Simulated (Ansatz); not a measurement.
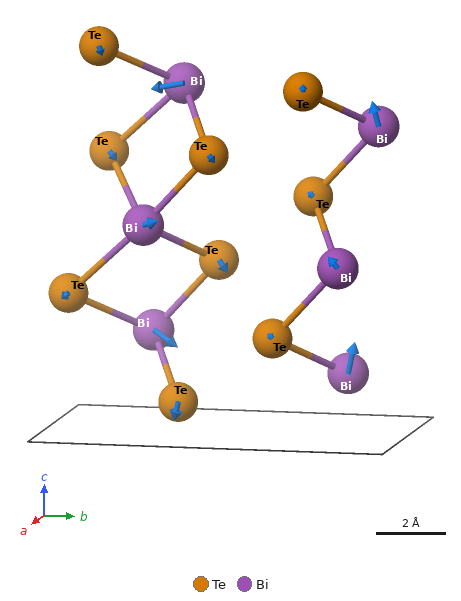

A relaxation of a slab of composition Bi2Te3 (cut from the R-3m phase). The starting structure is drawn; blue arrows show the displacements, 3 times their true length.

The picture is a ball-and-stick view of the cell of the calculation, outlined in the plane, without the vacuum, seen slightly off an axis.

The slab is the (1 0 1) face of Bi2Te3.

These are results of DFT PBEsol, scalar-relativistic, plane waves, PAW in Ansatz, not measurements.

Input file:
```yaml
crystal:
  lattice:
    - [4.3823078114, 0.0, 0.0]
    - [-2.1911539057, 10.1769341258, 0.0]
    - [0.0, 0.0, 25.5066505766]
  atoms:
    - { symbol: Te, position: [0.689944998, 0.379889996, 0.2940409591] }
    - { symbol: Bi, position: [0.4094576813, 0.8189153626, 0.3220813231] }
    - { symbol: Bi, position: [0.1137206328, 0.2274412657, 0.3516462052] }
    - { symbol: Te, position: [0.8332333161, 0.6664666322, 0.3796865691] }
    - { symbol: Te, position: [0.5231783141, 0.0463566282, 0.4106828195] }
    - { symbol: Te, position: [0.2131233121, 0.4262466243, 0.4416790698] }
    - { symbol: Bi, position: [0.9326359954, 0.8652719908, 0.4697194337] }
    - { symbol: Bi, position: [0.6368989469, 0.2737978939, 0.4992843159] }
    - { symbol: Te, position: [0.3564116302, 0.7128232604, 0.5273246798] }
    - { symbol: Te, position: [0.0463566282, 0.0927132565, 0.5583209302] }
    - { symbol: Te, position: [0.7363016262, 0.4726032525, 0.5893171805] }
    - { symbol: Bi, position: [0.4558143095, 0.911628619, 0.6173575444] }
    - { symbol: Bi, position: [0.1600772611, 0.3201545221, 0.6469224266] }
    - { symbol: Te, position: [0.8795899443, 0.7591798887, 0.6749627905] }
    - { symbol: Te, position: [0.5695349423, 0.1390698847, 0.7059590409] }
basis:
  ecutwfc: 420
kpoints:
  mp_grid: { grid: [8, 4, 1] }
hamiltonian:
  xc: pbesol
scf:
  occupations: { method: gaussian, width: 0.05 }
output:
  forces: true
  eigenvalues: true
  write_density: true
  write_potential: true
  elf: true
  volumetric_format: npy
relax:
  adjacent_minimum: "off"
  f_tol: 0.02
  max_steps: 60
efield:
  axis: 3
  dipole_correction: true
  ramp_width: 0.04
```

Launched with:
```bash
ansatz run input.yaml --threads 8 --pin off --max-ram 15360MiB --backend cpu --events-out ev --progress --plain --runs-dir out
```

Question: Atoms of which element are displaced furthest, and by how much?

Answer: Bismuth: up to 0.36 Å, against 0.20 Å for tellurium.

Question: What happened in the run?

Answer: Bi13 moves most relative to the layer's centre: 0.36 Å at 75° to the normal (−c side). By element the largest moves are Bi 0.36 Å, Te 0.20 Å. The lattice vectors keep their values. Some distances before and after: Bi2–Te5 3.235 → 2.862 Å, Te10–Bi13 3.235 → 2.947 Å, Te10–Bi12 3.235 → 3.492 Å, Bi3–Te5 3.235 → 3.471 Å. Among the angles between lasting bonds that change: Bi7–Te10–Bi13 180.0° → 169.2°, Te1–Bi3–Te5 175.7° → 166.4°, Te10–Bi13–Te15 85.3° → 94.0°. After 5 geometry steps the energy has fallen by 1.022 eV per cell of the calculation. The largest force component goes from 1.5 to 0.014 eV/Å. Cost: 7.2 min on 8 threads of Arm Neoverse V1 (shared host), peak memory 6.2 GiB.
